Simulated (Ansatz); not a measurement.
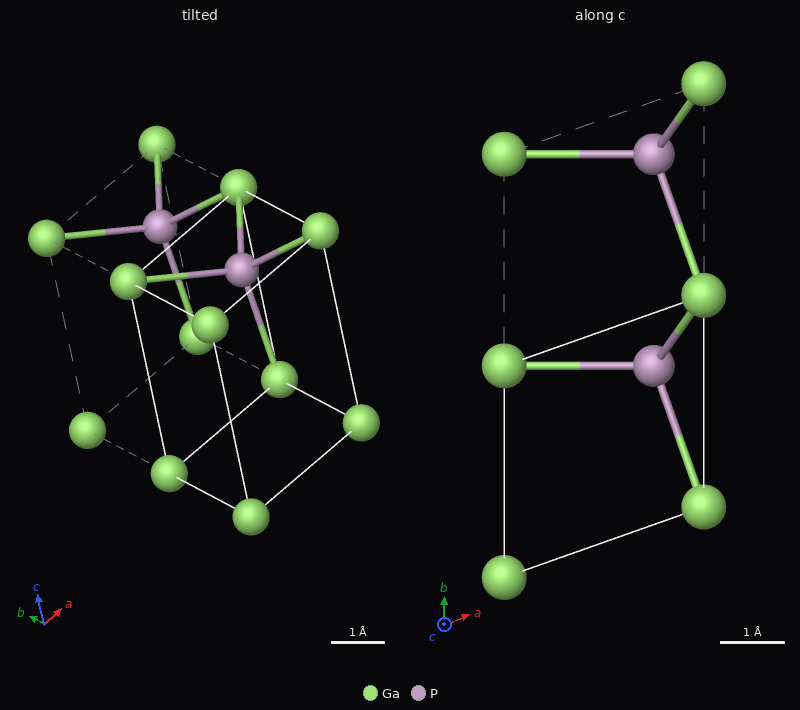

Drawn in the ball-and-stick manner and seen slightly off an axis and along the c axis. The drawing covers 1×2×1 cells, and the solid lines enclose one simulation cell.

The input file of the run:
```yaml
crystal:
  lattice:
    - [0.0, 2.72581249, 2.72581249]
    - [2.72581249, 0.0, 2.72581249]
    - [2.72581249, 2.72581249, 0.0]
  atoms:
    - { symbol: Ga, position: [0.0, 0.0, 0.0] }
    - { symbol: P, position: [0.75, 0.75, 0.75] }
basis:
  ecutwfc: 500
kpoints:
  mp_grid: { grid: [8, 8, 8] }
  band_path: { path: [VBM, CBM], npoints: 2 }
hamiltonian:
  xc: r2scan
scf:
  occupations: { method: gaussian, width: 0.02 }
output:
  forces: true
  stress: true
  eigenvalues: true
```
Run as:
```sh
ansatz run input.yaml --threads 8 --pin off --max-ram 20480MiB --backend cpu --events-out ev --progress --plain --runs-dir out
```

Method: DFT r2SCAN, scalar-relativistic, plane waves, PAW in Ansatz 0.2.0; cutoff 500 eV, Brillouin-zone sampling on an 8×8×8 mesh, Gaussian smearing of 0.02 eV, no spin polarisation.

### What does the calculation say: metal or gapped?

A semiconductor at this level, with a gap of 1.84 eV, indirect; the smallest direct gap is 2.36 eV.

### What is the pressure at this volume?

The computed pressure is 0.0 GPa, close to zero.

The cell started as a structure listed in the Materials Project. Earlier steps of the study may have refined or changed the cell and positions. A calculation with Ansatz used it as input.
